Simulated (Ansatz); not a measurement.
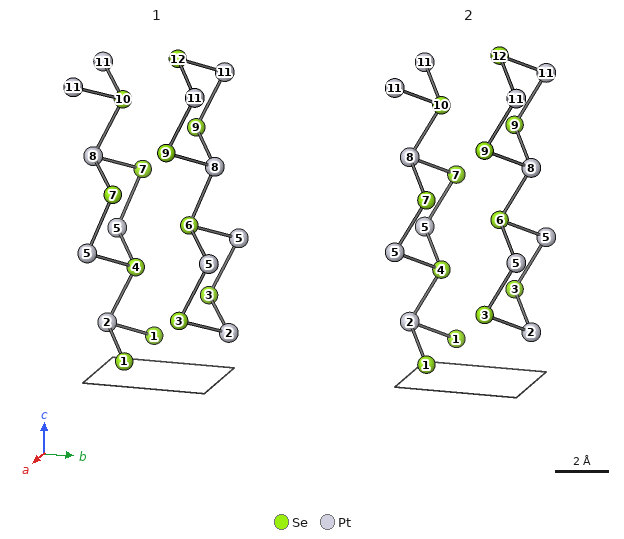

Two geometries of a slab of composition PtSe2 (cut from the P-3m1 phase), drawn at one scale. One is the start of a relaxation, the other its converged end. A ball-and-stick model of the cell of the calculation, outlined in the plane, without the vacuum, seen slightly off an axis.

All numbers below come from Ansatz, DFT PBEsol, scalar-relativistic, plane waves, PAW. Set-up: plane-wave cutoff 420 eV; k-point mesh 9 × 7 × 1; occupations gaussian; smearing width 0.1 eV; no spin polarisation; dipole correction; atoms relaxed in a fixed cell; force threshold 0.02 eV/Å; at most 60 steps.

> Which geometry has the lower energy?

Structure 1 is the relaxed one. Case: (1 0 0) slab, atoms relaxed. The slab is the (1 0 0) face of PtSe2. The largest moves relative to the layer's centre, 0.42 Å, are those of Se1 and Se12. Se12 goes at 68° to the normal (−c side). Largest moves by element: Se 0.42 Å, Pt 0.38 Å. The cell stays as it was. Some distances before and after: Se4–Se6 3.183 → 2.824 Å, Se10–Se12 3.183 → 2.839 Å, Pt8–Se10 2.514 → 2.640 Å, Pt5–Se7 2.514 → 2.620 Å. Bond angles that change, for instance: Se6–Pt8–Se10 180.0° → 176.1°, Pt8–Se10–Pt11 96.8° → 93.4°, Se3–Pt2–Se4 83.2° → 86.4°. Over 7 geometry steps the energy falls by 0.404 eV per cell of the calculation. The largest force component goes from 0.85 to 0.019 eV/Å.
